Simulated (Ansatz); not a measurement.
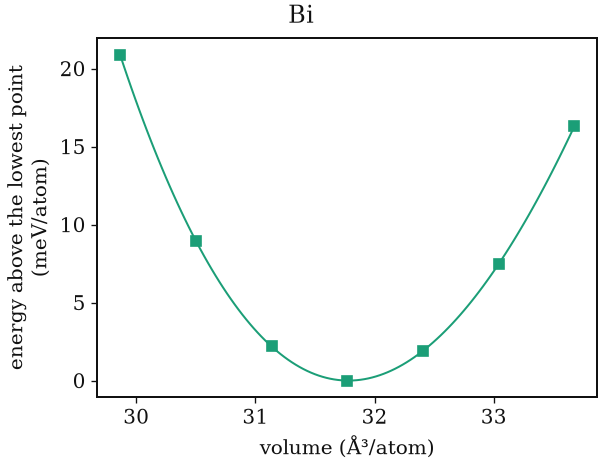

The figure shows the energy above the lowest point against volume for Bi, space group Fm-3m (No. 225) (one of a set of cubic test structures, which need not be the stable phase).

Calculation (Ansatz 0.2.0 development build): equation of state of a cubic crystal from periodic Kohn-Sham density functional theory without spin, third-order Birch-Murnaghan fit to the free energies; pressure corrected for the finite basis. Level: PBE, no spin-orbit coupling.

- structure type: fcc
- atoms in cell: 1
- space group number: 225
- lattice centring: face-centred primitive
- k mesh: 37×37×37
- occupation method: Fermi–Dirac
- occupation width: 0.06123 eV
- wave cutoff: 420 eV
- datasets: soft-1 PAW
- density tolerance: 1e−07 eV
- bands: 12
- density cutoff ratio: 4
- search for lower states: default

How stiff is the solid, and where is its volume at rest?

Answer. A third-order Birch–Murnaghan fit gives V0 = 31.78 Å³/atom, B0 = 51.5 GPa and B′ = 4.6.

Keep in mind: cubic model structure, not the ambient form; no spin-orbit coupling with 6p elements.
